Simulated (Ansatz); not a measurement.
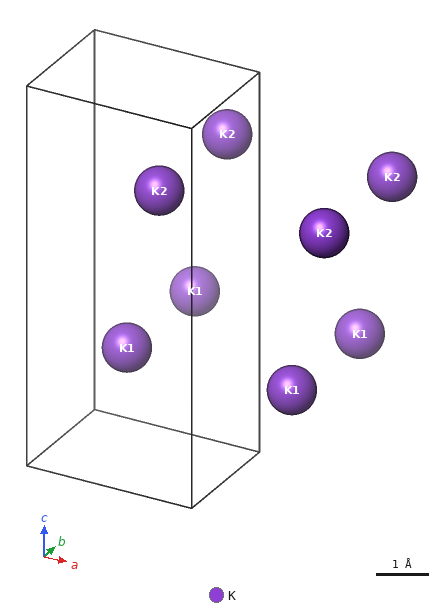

Reference structure: solid K (set up in P6_3/mmc). The picture is a ball-and-stick view of the cell of the calculation, repeated 2 × 2 × 1 with one cell outlined, seen slightly off an axis.

Level of theory: DFT PBE+D3(BJ), scalar-relativistic, plane waves, PAW (Ansatz 0.2.0). Set-up: plane-wave cutoff 420 eV; k-point mesh 12 × 12 × 6; occupations gaussian; smearing width 0.1 eV; no spin polarisation.

Now this is done to it. The volume is changed by −3.0 %. The atoms are relaxed in that cell.

### What does the calculation give for the changed structure?

The energy changes by less than 1 meV per atom. The volume changes by −3.0 %, with a = b 4.607 → 4.560 Å (−1.0 %), c 7.534 → 7.458 Å (−1.0 %). The atoms keep their places relative to the cell (all moves are under 0.005 Å). Some distances before and after: K–K 4.609 → 4.560 to 4.565 Å. The space group stays P6_3/mmc (No. 194).
